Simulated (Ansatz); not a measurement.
# Geometry relaxation of TaN (part 3 of 3)

TaN (4 atoms in the cell); DFT PBE, scalar-relativistic, plane waves, PAW, no spin polarisation (Ansatz 0.2.0); cutoff 420 eV, 6×6×4 k-mesh, Gaussian smearing of 0.1 eV. The structure derives from an entry of the Crystallography Open Database.

Geometry of the input (Å; fractional positions):
```
3.0500  0.0000  0.0000
-1.5250  2.6414  0.0000
0.0000  0.0000  4.9400
Ta 0.3333  0.6667  0.0000
Ta 0.6667  0.3333  0.5000
N  0.3333  0.6667  0.3850
N  0.6667  0.3333  0.8850
```

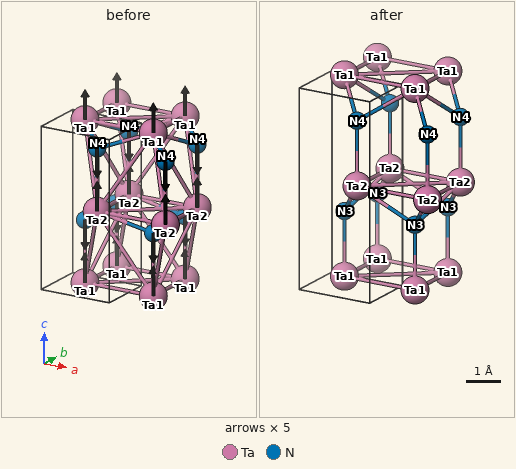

Fig. 1: Before (left) and after (right) the relaxation, at one scale (ball-and-stick view of the cell of the calculation, repeated 2 × 2 × 1, seen slightly off an axis). The black arrows give the displacements (without the part carried along by the change of the cell), magnified 5 times. The energy falls by 1404 meV per atom in 10 geometry steps. The largest force component goes from 2.2 to 0.011 eV/Å. The pressure goes from 137.73 to 0.02 GPa. The basis was re-selected once at an unchanged geometry, which shifts the energy a little without any move. The largest moves relative to the cell, 0.19 Å, are those of Ta1, Ta2, N3 and N4. By element the largest moves are N 0.19 Å, Ta 0.19 Å. Cell: a = b 3.050 → 3.151 Å (+3.3 %), c 4.940 → 6.103 Å (+23.5 %). Volume +31.9 %. Distances before and after: Ta1–Ta2 3.033 → 3.553 Å, Ta1–N4 1.850 → 2.114 Å, Ta1–Ta1 3.050 → 3.151 Å, Ta1–N3 1.902 → 1.976 Å. Among the angles that change: Ta2–N3–Ta2 111.0° → 96.4°, Ta1–N3–Ta2 107.9° → 120.6°. The space group stays P6_3mc (No. 186). The energy change given includes the shifts at the re-selections in mid-walk, which come without any move. A last SCF at the same geometry on a re-selected plane-wave basis shifts the energy by −0.4 meV per atom. (Atoms are counted from 1 in the order of the input.)

```
basis re-selected at this cell: Δ(F+E_penalty+E_count) = -1.561e-3 eV, ΔP = +0.010 GPa vs the last step (what re-selecting the basis moved, of the pressure what is left beyond the Pulay correction that the steps carried, after the strain that the cell walked since its last selection, with what the two solves' SCF thresholds leave and, on support functions, any second-order correction that the steps lacked; it is no measure of the basis error at this ecutwfc). This SCF's stress stands 1.16e-1 GPa from its target on what of the cell is left free (relax.cell.stress_tol is 5.00e-1 GPa) and its largest allowed force component is 1.07e-2 eV/Å (relax.f_tol is 5.00e-2 eV/Å): within both
SCF converged after 6 iterations
Free energy (F): -20635.555824 eV
Harris-Foulkes:  -20635.555824 eV  (|F-HF|=1.09e-11)
Internal energy: -20635.553798 eV  (E = F + TS)
E sigma→0 (E₀):  -20635.554811 eV
Entropy (-TS):   -0.002026 eV (-0.506 meV/atom)
Fermi energy:    16.344126 eV
--- Per-component energies (eV) ---
  E_band       = -246.833946
  E_kinetic    = 992.595378
  E_local      = -1655.453080  (includes V_loc(G=0)·N_el)
  E_nonlocal   = 120.529602
  E_hartree    = 560.168605
  E_xc         = -556.446956
  E_vxc        = -560.003321  (∫ρ·V_xc dr)
  E_paw        = -17048.177528  (= ΣΔE_a)
  E_vpaw       = -264.840249  (= ΣTr[D̂ρ^β])
  E_aug_tail   = 0.000504  (compensation charges beyond the density's cutoff)
  E_ewald      = -3048.770324
  E_smearing   = -0.002026  (= −TS)
  E_closure    = -0.000000  (closes the sum)
  Σ components = -20635.555824   (vs F -20635.555824, Δ=0.00e0)
--- Forces (eV/Å), atoms counted from 1 ---
  atom   1  Ta     0.00000000    -0.00000000    -0.01065982
  atom   2  Ta    -0.00000000     0.00000000    -0.01065982
  atom   3  N      0.00000000     0.00000000     0.01066138
  atom   4  N     -0.00000000    -0.00000000     0.01066138
  max |Σ_I F_I| component: 3.12e-6 eV/Å
--- Stress (GPa, compression-positive) ---
       -0.027803      -0.000000      -0.000000
       -0.000000      -0.027803       0.000000
       -0.000000       0.000000       0.116363
  P = ⅓ Tr σ = 0.0203 GPa (0.203 kbar)
--- Band table (eV; the first three rows and the last of 21) ---
  k-point 0: bands = ["-52.3788", "-52.3689", "-19.2721", "-18.9407", "-18.6907", "-18.6907", "-18.6627", "-18.6627", "-0.6398", "0.8807", "9.0237", "9.3697", "10.9689", "10.9689", "11.8277", "11.8277", "15.4383", "15.5901", "16.4502", "16.4502", "18.4817", "18.4817"]
  k-point 1: bands = ["-52.3774", "-52.3704", "-19.2251", "-18.9908", "-18.6866", "-18.6866", "-18.6669", "-18.6669", "-0.4237", "0.6531", "8.9418", "9.2029", "11.0721", "11.0721", "11.6737", "11.6737", "15.8425", "16.1059", "16.6745", "16.6745", "18.0009", "18.0009"]
  k-point 2: bands = ["-52.3739", "-52.3739", "-19.1095", "-19.1095", "-18.6768", "-18.6768", "-18.6768", "-18.6768", "0.1086", "0.1086", "8.9580", "8.9580", "11.3483", "11.3483", "11.3483", "11.3483", "16.4716", "16.4716", "17.2688", "17.2688", "17.2688", "17.2688"]
  k-point 20: bands = ["-52.3397", "-52.3397", "-19.1312", "-19.1312", "-19.0133", "-19.0133", "-18.9551", "-18.9551", "0.9433", "0.9433", "9.9118", "9.9118", "9.9156", "9.9156", "11.9068", "11.9068", "15.3491", "15.3491", "16.8103", "16.8103", "19.4499", "19.4499"]
--- Relaxed structure (11 steps of the walk, 11 accepted, 2 SCFs on fresh bases) ---
  F+E_penalty+E_count = -20635.55582385 eV   max|allowed force component| = 1.066e-2 eV/Å   (the final SCF, on the basis selected at the relaxed cell)
  cell:  # Å, volume = 52.4903 Å³
    - [3.15141434976686, 2.982722624423193e-11, 3.4409995775418605e-34]
    - [-1.5757071749092613, 2.729204884734006, -1.4721670347524316e-34]
    - [5.573289126291461e-34, 4.644407605242919e-35, 6.102911313127863]
  atoms:
    - { symbol: Ta, position: [0.3333333333333333, 0.6666666666666665, 0.030620991962251227] }
    - { symbol: Ta, position: [0.6666666666666665, 0.3333333333333332, 0.5306209919622512] }
    - { symbol: N, position: [0.3333333333333333, 0.6666666666666665, 0.3543790080377487] }
    - { symbol: N, position: [0.6666666666666665, 0.3333333333333332, 0.8543790080377487] }
```

**Trajectory as extended XYZ (Å, eV, eV/Å), 13 frames, from step=1 to step=13**
```
4
Lattice="3.0500 0.0000 0.0000 -1.5250 2.6414 0.0000 0.0000 0.0000 4.9400" Properties=species:S:1:pos:R:3:forces:R:3 step=1 energy=-20629.93902 pressure_GPa=137.73
Ta    0.0000    1.7609    0.0000    0.0000   0.0000   2.2199
Ta    1.5250    0.8805    2.4700    0.0000   0.0000   2.2199
N     0.0000    1.7609    1.9019    0.0000   0.0000  -2.2199
N     1.5250    0.8805    4.3719    0.0000   0.0000  -2.2199
4
Lattice="3.1976 0.0000 0.0000 -1.5988 2.7692 0.0000 0.0000 0.0000 5.1793" Properties=species:S:1:pos:R:3:forces:R:3 step=2 energy=-20633.49110 pressure_GPa=53.70
Ta    0.0000    1.8461    0.0156    0.0000   0.0000   1.3627
Ta    1.5988    0.9231    2.6052    0.0000   0.0000   1.3627
N     0.0000    1.8461    1.9785    0.0000   0.0000  -1.3627
N     1.5988    0.9231    4.5681    0.0000   0.0000  -1.3627
4
Lattice="3.2581 0.0000 0.0000 -1.6290 2.8216 0.0000 0.0000 0.0000 5.4198" Properties=species:S:1:pos:R:3:forces:R:3 step=3 energy=-20634.61237 pressure_GPa=20.14
Ta    0.0000    1.8810    0.0479    0.0000   0.0000   1.6620
Ta    1.6290    0.9405    2.7578    0.0000   0.0000   1.6620
N     0.0000    1.8810    2.0387    0.0000   0.0000  -1.6621
N     1.6290    0.9405    4.7486    0.0000   0.0000  -1.6621
4
Lattice="3.2630 0.0000 0.0000 -1.6315 2.8259 0.0000 0.0000 0.0000 5.6607" Properties=species:S:1:pos:R:3:forces:R:3 step=4 energy=-20635.09566 pressure_GPa=3.80
Ta    0.0000    1.8839    0.0975    0.0000   0.0000   0.5969
Ta    1.6315    0.9420    2.9278    0.0000   0.0000   0.5969
N     0.0000    1.8839    2.0819    0.0000   0.0000  -0.5969
N     1.6315    0.9420    4.9123    0.0000   0.0000  -0.5969
4
Lattice="3.2200 0.0000 0.0000 -1.6100 2.7886 0.0000 0.0000 0.0000 5.9029" Properties=species:S:1:pos:R:3:forces:R:3 step=5 energy=-20635.29129 pressure_GPa=-3.19
Ta    0.0000    1.8591    0.1450    0.0000   0.0000   0.3960
Ta    1.6100    0.9295    3.0965    0.0000   0.0000   0.3960
N     0.0000    1.8591    2.1276    0.0000   0.0000  -0.3961
N     1.6100    0.9295    5.0791    0.0000   0.0000  -0.3961
4
Lattice="3.1648 0.0000 0.0000 -1.5824 2.7408 0.0000 0.0000 0.0000 6.0955" Properties=species:S:1:pos:R:3:forces:R:3 step=6 energy=-20635.31997 pressure_GPa=-5.55
Ta    0.0000    1.8272    0.1860    0.0000   0.0000  -0.0427
Ta    1.5824    0.9136    3.2338    0.0000   0.0000  -0.0427
N     0.0000    1.8272    2.1608    0.0000   0.0000   0.0426
N     1.5824    0.9136    5.2085    0.0000   0.0000   0.0426
4
Lattice="3.1580 0.0000 0.0000 -1.5790 2.7349 0.0000 0.0000 0.0000 6.0034" Properties=species:S:1:pos:R:3:forces:R:3 step=7 energy=-20635.34203 pressure_GPa=0.90
Ta    0.0000    1.8233    0.1786    0.0000   0.0000  -0.1579
Ta    1.5790    0.9116    3.1803    0.0000   0.0000  -0.1579
N     0.0000    1.8233    2.1328    0.0000   0.0000   0.1582
N     1.5790    0.9116    5.1345    0.0000   0.0000   0.1582
4
Lattice="3.1599 0.0000 0.0000 -1.5799 2.7365 0.0000 0.0000 0.0000 6.0168" Properties=species:S:1:pos:R:3:forces:R:3 step=8 energy=-20635.34289 pressure_GPa=-0.24
Ta    0.0000    1.8244    0.1784    0.0000   0.0000  -0.0911
Ta    1.5799    0.9122    3.1868    0.0000   0.0000  -0.0911
N     0.0000    1.8244    2.1381    0.0000   0.0000   0.0910
N     1.5799    0.9122    5.1464    0.0000   0.0000   0.0910
4
Lattice="3.1564 0.0000 0.0000 -1.5782 2.7335 0.0000 0.0000 0.0000 6.0206" Properties=species:S:1:pos:R:3:forces:R:3 step=9 energy=-20635.34357 pressure_GPa=0.04
Ta    0.0000    1.8223    0.1772    0.0000   0.0000  -0.0074
Ta    1.5782    0.9112    3.1875    0.0000   0.0000  -0.0074
N     0.0000    1.8223    2.1407    0.0000   0.0000   0.0074
N     1.5782    0.9112    5.1510    0.0000   0.0000   0.0074
4
Lattice="3.1564 0.0000 0.0000 -1.5782 2.7335 0.0000 0.0000 0.0000 6.0206" Properties=species:S:1:pos:R:3:forces:R:3 step=10 energy=-20635.54138 pressure_GPa=3.64
Ta    0.0000    1.8223    0.1772    0.0000   0.0000  -0.0256
Ta    1.5782    0.9112    3.1875    0.0000   0.0000  -0.0256
N     0.0000    1.8223    2.1407    0.0000   0.0000   0.0256
N     1.5782    0.9112    5.1510    0.0000   0.0000   0.0256
4
Lattice="3.1544 0.0000 0.0000 -1.5772 2.7318 0.0000 0.0000 0.0000 6.0890" Properties=species:S:1:pos:R:3:forces:R:3 step=11 energy=-20635.55400 pressure_GPa=0.30
Ta    0.0000    1.8212    0.1849    0.0000   0.0000  -0.0062
Ta    1.5772    0.9106    3.2294    0.0000   0.0000  -0.0062
N     0.0000    1.8212    2.1593    0.0000   0.0000   0.0062
N     1.5772    0.9106    5.2038    0.0000   0.0000   0.0062
4
Lattice="3.1514 0.0000 0.0000 -1.5757 2.7292 0.0000 0.0000 0.0000 6.1029" Properties=species:S:1:pos:R:3:forces:R:3 step=12 energy=-20635.55426 pressure_GPa=0.01
Ta    0.0000    1.8195    0.1869    0.0000   0.0000  -0.0102
Ta    1.5757    0.9097    3.2383    0.0000   0.0000  -0.0102
N     0.0000    1.8195    2.1627    0.0000   0.0000   0.0102
N     1.5757    0.9097    5.2142    0.0000   0.0000   0.0102
4
Lattice="3.1514 0.0000 0.0000 -1.5757 2.7292 0.0000 0.0000 0.0000 6.1029" Properties=species:S:1:pos:R:3:forces:R:3 step=13 energy=-20635.55582 pressure_GPa=0.02
Ta    0.0000    1.8195    0.1869    0.0000   0.0000  -0.0107
Ta    1.5757    0.9097    3.2383    0.0000   0.0000  -0.0107
N     0.0000    1.8195    2.1627    0.0000   0.0000   0.0107
N     1.5757    0.9097    5.2142    0.0000   0.0000   0.0107
```

**Key numbers**

```tsv
quantity	value
outcome	converged
space group (tolerance 0.01 Å)	P6₃mc (186)
electrons treated	36
free energy	−20635.5558 eV
Fermi energy	16.344 eV
gap on the k-point mesh	none (metallic)
pressure	0.02 GPa
final volume	52.49 Å³
largest force (length of the vector) at the end	0.011 eV/Å
final cell	a = 3.151 Å, b = 3.151 Å, c = 6.103 Å, α = 90.00°, β = 90.00°, γ = 120.00°
hardware	1 thread of Intel Xeon @ 2.50GHz (Skylake/Cascade Lake), 192 GiB of memory available, shared host
wall time	42 s
peak memory	0.4 GiB
```

**Notes**

Spin–orbit coupling is left out, which matters for Ta.
